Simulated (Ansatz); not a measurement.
# C: a changed input and its effect

System: C (4 atoms in the cell).
Method of run A: DFT r2SCAN, scalar-relativistic, plane waves, PAW, no spin polarisation (Ansatz 0.2.0).

The structure derives from a Materials Project entry. Text and figures count atoms from 1; the logs count them from 0 in places.

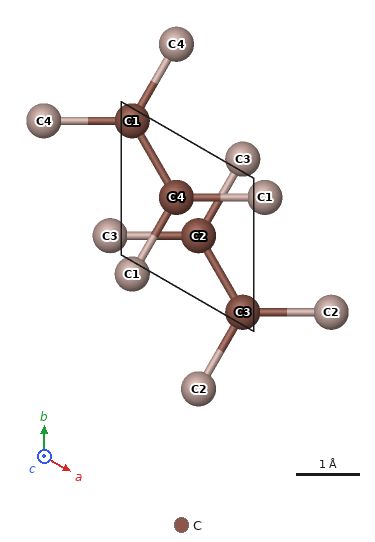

Figure 1. The structure as given in the input (ball-and-stick view of the cell of the calculation, along the c axis; neighbours outside the cell are drawn fainter; atoms are numbered from 1 in the order of the input). An atom can appear more than once, as a periodic image.

**The input, run A**
```yaml
crystal:
  lattice:
    - [1.22804797, -2.12706182, 0.0]
    - [1.22804797, 2.12706182, 0.0]
    - [0.0, 0.0, 7.17326776]
  atoms:
    - { symbol: C, position: [0.08337946, 0.91662054, 0.7531376] }
    - { symbol: C, position: [0.58337946, 0.41662054, 0.2468624] }
    - { symbol: C, position: [0.91662054, 0.08337946, 0.2468624] }
    - { symbol: C, position: [0.41662054, 0.58337946, 0.7531376] }
basis:
  ecutwfc: 500
kpoints:
  mp_grid: { grid: [18, 18, 6] }
hamiltonian:
  xc: r2scan
scf:
  occupations: { method: gaussian, width: 0.1 }
output:
  forces: true
  stress: true
  eigenvalues: true
  populations: true
```

Command:
```bash
ansatz run input.yaml --threads 1 --pin off --max-ram 2560MiB --backend cpu --events-out ev --progress --plain --runs-dir out
```

Hardware: 1 thread of Intel Xeon @ 2.50GHz (Skylake/Cascade Lake), 189 GiB of memory available, shared host.

**Output, shortened to warnings, some set-up lines, iterations and results (run A)**
```
Basis set: ecut = 500 eV, 957 PW (Γ), exchange–correlation on 72×72×216 points (64 copies of the dense FFT grid, shifted against one another)
Symmetry: 8 space group operations
k-points: 364 of 1944
Initial density: superposition of atomic densities (neutral atoms: chi_scale 0, normalization atom), corrected by the library's trained network
[...]
SCF iter   1: F=—  HF=-1006.592738 eV  |F-HF|=—  |Δ(HF+E_count)|=         —  Δρ=7.46e-3  dr2=5.73e-3  dr2_τ=8.25e-1  ethr=1.77e-3  ⟨swp⟩=5.8  Hψ=24844  notcnv=0
SCF iter   2: F=—  HF=-1006.668788 eV  |F-HF|=—  |Δ(HF+E_count)|=   7.61e-2  Δρ=5.33e-3  dr2=3.13e-3  dr2_τ=1.34e-4  ethr=3.58e-5  ⟨swp⟩=2.0  Hψ=11656  notcnv=0
SCF iter   3: F=—  HF=-1006.668930 eV  |F-HF|=—  |Δ(HF+E_count)|=   1.41e-4  Δρ=1.37e-3  dr2=4.35e-4  dr2_τ=1.34e-4  ethr=1.95e-5  ⟨swp⟩=2.7  Hψ=7458  notcnv=0
SCF iter   4: F=—  HF=-1006.668857 eV  |F-HF|=—  |Δ(HF+E_count)|=   7.25e-5  Δρ=8.30e-4  dr2=1.18e-4  dr2_τ=8.14e-6  ethr=2.72e-6  ⟨swp⟩=1.9  Hψ=6497  notcnv=0
SCF iter   5: F=—  HF=-1006.668845 eV  |F-HF|=—  |Δ(HF+E_count)|=   1.19e-5  Δρ=3.85e-5  dr2=1.72e-6  dr2_τ=4.53e-8  ethr=7.35e-7  ⟨swp⟩=2.5  Hψ=7503  notcnv=0
SCF iter   6: F=—  HF=-1006.668845 eV  |F-HF|=—  |Δ(HF+E_count)|=   1.07e-8  Δρ=6.44e-5  dr2=7.27e-7  dr2_τ=4.91e-8  ethr=1.08e-8  ⟨swp⟩=2.4  Hψ=6971  notcnv=0
SCF iter   7: F=—  HF=-1006.668845 eV  |F-HF|=—  |Δ(HF+E_count)|=   8.86e-8  Δρ=2.59e-5  dr2=1.07e-7  dr2_τ=5.24e-9  ethr=4.55e-9  ⟨swp⟩=2.3  Hψ=6482  notcnv=0
SCF iter   8: F=-1006.668845 eV  HF=-1006.668845 eV  |F-HF|=4.53e-10  |Δ(HF+E_count)|=   1.71e-9  Δρ=5.43e-6  dr2=4.57e-9  dr2_τ=2.60e-10  ethr=6.25e-10  ⟨swp⟩=4.2  Hψ=14619  …
SCF 1 converged in 8 iterations: F = -1006.668845 eV  dr2 = 4.57e-9
SCF converged after 8 iterations
Free energy (F): -1006.668845 eV
Harris-Foulkes:  -1006.668845 eV  (|F-HF|=4.53e-10)
Internal energy: -1006.668460 eV  (E = F + TS)
E sigma→0 (E₀):  -1006.668653 eV
Entropy (-TS):   -0.000385 eV (-0.096 meV/atom)
Fermi energy:    6.302224 eV
--- Per-component energies (eV) ---
  E_band       = -55.466586
  E_kinetic    = 363.409348
  E_local      = -684.215460  (includes V_loc(G=0)·N_el)
  E_nonlocal   = 107.790340
  E_hartree    = 215.739887
  E_xc         = -188.828061
  E_vxc        = -261.591713  (∫ρ·V_xc dr)
  E_paw        = -403.512057  (= ΣΔE_a)
  E_vpaw       = -27.010593  (= ΣTr[D̂ρ^β])
  E_aug_tail   = 0.000021  (compensation charges beyond the density's cutoff)
  E_vtau       = 14.670693  (kinetic-family band-sum trace: ∫τ·v_τ [+ j·A + Jᵃ·Aᵃ] dr)
  E_ewald      = -416.953384
  E_core_change = -0.099095  (= ΣΔE_core)
  E_smearing   = -0.000385  (= −TS)
  E_closure    = -0.000000  (closes the sum)
  Σ components = -1006.668845   (vs F -1006.668845, Δ=0.00e0)
--- Forces (eV/Å), atoms counted from 1 ---
  atom   1  C      0.00000000     0.02223206    -0.00681092
  atom   2  C      0.00000000     0.02223206     0.00681092
  atom   3  C     -0.00000000    -0.02223206     0.00681092
  atom   4  C     -0.00000000    -0.02223206    -0.00681092
  max |Σ_I F_I| component: 3.47e-18 eV/Å
--- Stress (GPa, compression-positive) ---
       -0.000627      -0.000000      -0.000000
       -0.000000      -0.199956      -0.000000
       -0.000000      -0.000000      -0.158881
  P = ⅓ Tr σ = -0.1198 GPa (-1.198 kbar)
--- Löwdin populations: 4 sites ---
  site symbol       q [e]
     0      C      3.9631
     1      C      3.9631
     2      C      3.9631
     3      C      3.9631
  spilling = 0.009215 (of n_electrons = 16.000000)
```

The input of run B differs as follows (lines with − go, lines with + come):
```diff
-  mp_grid: { grid: [18, 18, 6] }
+  mp_grid: { grid: [12, 12, 4] }
-  populations: true
```

Predict how the results change.

The free energy of run B is 1.4 meV per atom higher, which measures how much it depends on this numerical setting. The SCF takes 6 iterations against 8. The irreducible k-points go from 364 to 129. On the same kind of shared host run B took about 0.31 times as long.

**Output, shortened to warnings, some set-up lines, iterations and results (run B)**
```
Basis set: ecut = 500 eV, 957 PW (Γ), exchange–correlation on 72×72×216 points (64 copies of the dense FFT grid, shifted against one another)
Symmetry: 8 space group operations
k-points: 129 of 576
Initial density: superposition of atomic densities (neutral atoms: chi_scale 0, normalization atom), corrected by the library's trained network
[...]
SCF iter   1: F=—  HF=-1006.587017 eV  |F-HF|=—  |Δ(HF+E_count)|=         —  Δρ=7.45e-3  dr2=5.73e-3  dr2_τ=8.25e-1  ethr=1.77e-3  ⟨swp⟩=5.8  Hψ=8765  notcnv=0
SCF iter   2: F=—  HF=-1006.663074 eV  |F-HF|=—  |Δ(HF+E_count)|=   7.61e-2  Δρ=1.07e-3  dr2=1.66e-4  dr2_τ=1.35e-5  ethr=3.58e-5  ⟨swp⟩=2.0  Hψ=4128  notcnv=0
SCF iter   3: F=—  HF=-1006.663156 eV  |F-HF|=—  |Δ(HF+E_count)|=   8.26e-5  Δρ=2.93e-4  dr2=7.12e-5  dr2_τ=2.22e-6  ethr=1.04e-6  ⟨swp⟩=2.1  Hψ=2588  notcnv=0
SCF iter   4: F=—  HF=-1006.663136 eV  |F-HF|=—  |Δ(HF+E_count)|=   1.98e-5  Δρ=8.30e-5  dr2=3.51e-6  dr2_τ=1.17e-7  ethr=4.45e-7  ⟨swp⟩=2.1  Hψ=2118  notcnv=0
SCF iter   5: F=-1006.663136 eV  HF=-1006.663136 eV  |F-HF|=3.80e-8  |Δ(HF+E_count)|=   7.94e-7  Δρ=1.30e-5  dr2=2.92e-8  dr2_τ=1.23e-8  ethr=2.19e-8  ⟨swp⟩=2.2  Hψ=2170  …
SCF iter   6: F=-1006.663136 eV  HF=-1006.663136 eV  |F-HF|=1.06e-9  |Δ(HF+E_count)|=   4.50e-8  Δρ=4.23e-6  dr2=3.64e-9  dr2_τ=3.58e-10  ethr=1.82e-10  ⟨swp⟩=3.0  Hψ=6217  …
SCF 1 converged in 6 iterations: F = -1006.663136 eV  dr2 = 3.64e-9
SCF converged after 6 iterations
Free energy (F): -1006.663136 eV
Harris-Foulkes:  -1006.663136 eV  (|F-HF|=1.06e-9)
Internal energy: -1006.662151 eV  (E = F + TS)
E sigma→0 (E₀):  -1006.662643 eV
Entropy (-TS):   -0.000985 eV (-0.246 meV/atom)
Fermi energy:    6.302618 eV
--- Per-component energies (eV) ---
  E_band       = -55.471582
  E_kinetic    = 363.407566
  E_local      = -684.198346  (includes V_loc(G=0)·N_el)
  E_nonlocal   = 107.790809
  E_hartree    = 215.727516
  E_xc         = -188.825395
  E_vxc        = -261.588008  (∫ρ·V_xc dr)
  E_paw        = -403.511842  (= ΣΔE_a)
  E_vpaw       = -27.010331  (= ΣTr[D̂ρ^β])
  E_aug_tail   = 0.000021  (compensation charges beyond the density's cutoff)
  E_vtau       = 14.670486  (kinetic-family band-sum trace: ∫τ·v_τ [+ j·A + Jᵃ·Aᵃ] dr)
  E_ewald      = -416.953384
  E_core_change = -0.099095  (= ΣΔE_core)
  E_smearing   = -0.000985  (= −TS)
  E_closure    = -0.000000  (closes the sum)
  Σ components = -1006.663136   (vs F -1006.663136, Δ=0.00e0)
--- Forces (eV/Å), atoms counted from 1 ---
  atom   1  C      0.00000000     0.02106445    -0.00563438
  atom   2  C      0.00000000     0.02106445     0.00563438
  atom   3  C     -0.00000000    -0.02106445     0.00563438
  atom   4  C     -0.00000000    -0.02106445    -0.00563438
  max |Σ_I F_I| component: 3.33e-16 eV/Å
--- Stress (GPa, compression-positive) ---
        0.107978      -0.000000       0.000000
       -0.000000      -0.176408      -0.000000
        0.000000      -0.000000      -0.266413
  P = ⅓ Tr σ = -0.1116 GPa (-1.116 kbar)
```

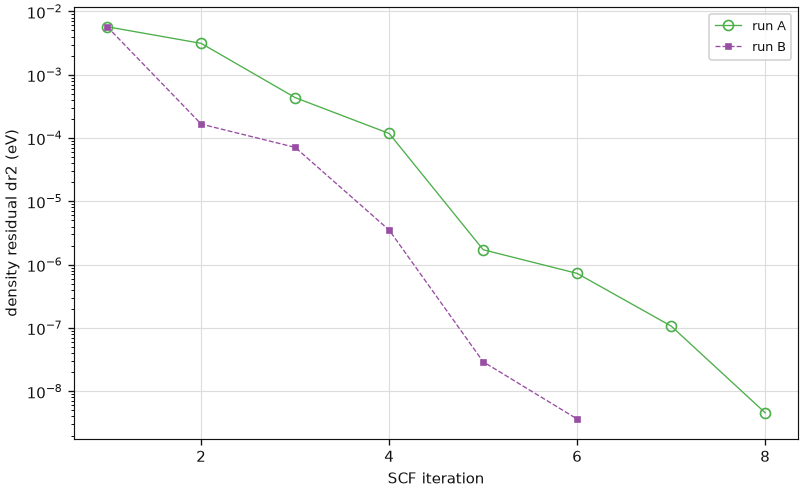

Figure 2. Convergence of the two runs: density residual dr2 against the SCF iteration. Run A takes 8 iterations in all, and run B takes 6.

**The two runs side by side**

| quantity | run A | run B |
| --- | --- | --- |
| outcome | converged | converged |
| free energy per atom (eV) | −251.6672 | −251.6658 |
| pressure (GPa) | −0.12 | −0.11 |
| largest force (eV/Å) | 0.023 | 0.022 |
| SCF iterations | 8 | 6 |
| irreducible k-points | 364 | 129 |
| plane waves at Γ | 957 | 957 |
| wall time (shared host) | 41 s | 13 s |
